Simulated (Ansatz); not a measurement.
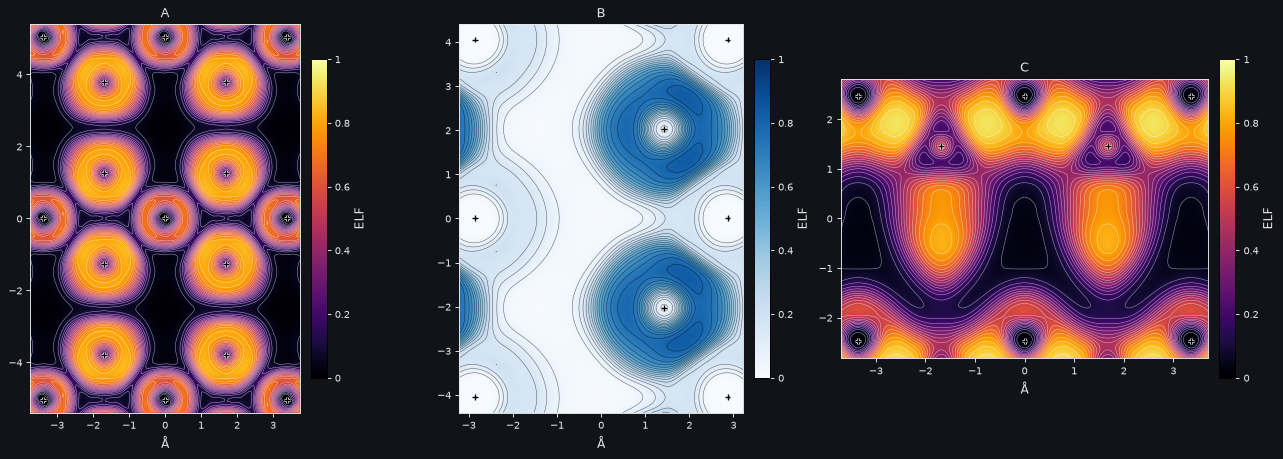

The electron localisation function of 3 systems, each on a plane through atoms (crosses mark nuclei in the plane).

Computed with Ansatz, DFT, PBE, plane waves, PAW.

System 1: TiO2, the (010) plane of the conventional cell. Space group I4/mmm; started from the fluorite prototype, which need not be the ambient phase; changed on purpose from its base cell (uniaxial x strain +5.3%); computed pressure about −6 GPa in this cell; computed without spin polarisation.

```cif
data_structure
_symmetry_space_group_name_H-M 'P 1'
_symmetry_Int_Tables_number 1
_cell_length_a 3.3896
_cell_length_b 3.3896
_cell_length_c 5.0472
_cell_angle_alpha 90.000
_cell_angle_beta 90.000
_cell_angle_gamma 90.000
_cell_volume 57.99
loop_
_atom_site_label
_atom_site_type_symbol
_atom_site_fract_x
_atom_site_fract_y
_atom_site_fract_z
_atom_site_occupancy
Ti1 Ti 0.50000 0.50000 0.50000 1
Ti2 Ti 0.00000 0.00000 0.00000 1
O1 O 0.50000 0.00000 0.75000 1
O2 O 0.00000 0.50000 0.25000 1
O3 O 0.50000 0.00000 0.25000 1
O4 O 0.00000 0.50000 0.75000 1
```

System 2: ZnSe, the (11̄0) plane of the conventional cell. Space group F-43m; started from the zincblende prototype, which need not be the ambient phase.

System 3: SiC, the (100) plane of the conventional cell. Space group Pmma; started from the ordered alloy on diamond lattice prototype, which need not be the ambient phase; computed pressure about 2 GPa in this cell.

```
C Si
1.0
     2.57651    0.00000    0.00000
     0.00000    3.35747    0.00000
     0.00000    0.00000    4.94116
C Si
2 2
Direct
  0.75000 0.00000 0.91255
  0.25000 0.00000 0.08745
  0.25000 0.50000 0.29243
  0.75000 0.50000 0.70757
```

**Match each panel to its system.**

Panel A is system 1, TiO2: the plane holds Ti and O. Ti–O (2.11 Å): the ELF peaks at about 0.85 in the valence shell of O, 0.7 Å from its nucleus, and is about 0.20 at the midpoint; no localised pair shows between them. Panel B is system 2, ZnSe: the plane holds Zn and Se. Zn–Se (2.48 Å): the ELF is about 0.60 at the midpoint. Panel C is system 3, SiC: the plane holds C and Si. Si–C (1.96 Å): the ELF peaks at about 0.95 between the atoms; a shared electron pair.
